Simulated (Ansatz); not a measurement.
Start from this file.

```yaml
crystal:
  lattice:
    - [2.86860, 0.00000, 0.00000]
    - [-1.43430, 2.48428, 0.00000]
    - [0.00000, 0.00000, 4.63387]
  atoms:
    - { symbol: Ti, position: [0.00000, 0.00000, 0.00000] }
    - { symbol: Al, position: [0.66667, 0.33333, 0.50000] }
```

> Summarise the structure in words.

The formula is TiAl. The atoms follow space group P-6m2 (No. 187); the Bravais lattice is primitive hexagonal. Content of the cell: 1 Ti, 1 Al (Z = 1). Ti bonds to six Ti and six Al in an anticuboctahedral arrangement (2.87 Å to Ti, 2.85 Å to Al). Al bonds to six Ti and six Al in an anticuboctahedral arrangement (2.85 Å to Ti, 2.87 Å to Al). The bonds build a three-dimensional framework.

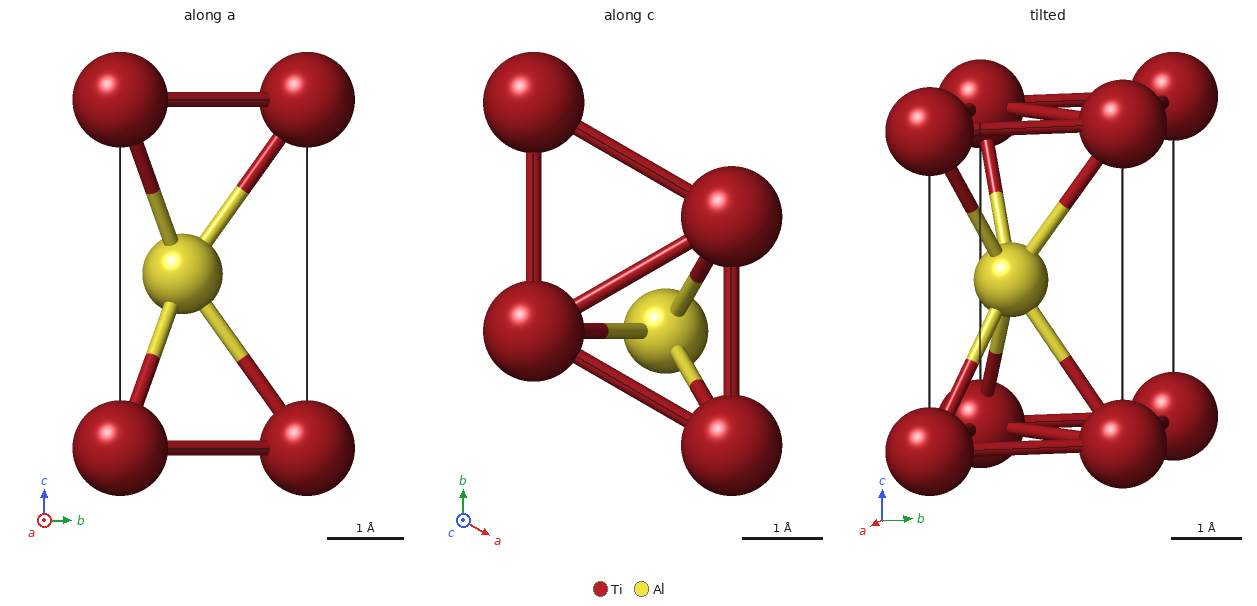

Drawn in the ball-and-stick manner and seen along the a axis, along the c axis and slightly off an axis. One conventional unit cell is framed, with atoms on its boundary repeated.

Origin of the cell: a structure listed in the Materials Project. Earlier steps of the study, as a rule a relaxation of our own, may have changed the cell and positions, so they can lie some per cent off the listed ones. It was the input of a calculation with Ansatz.
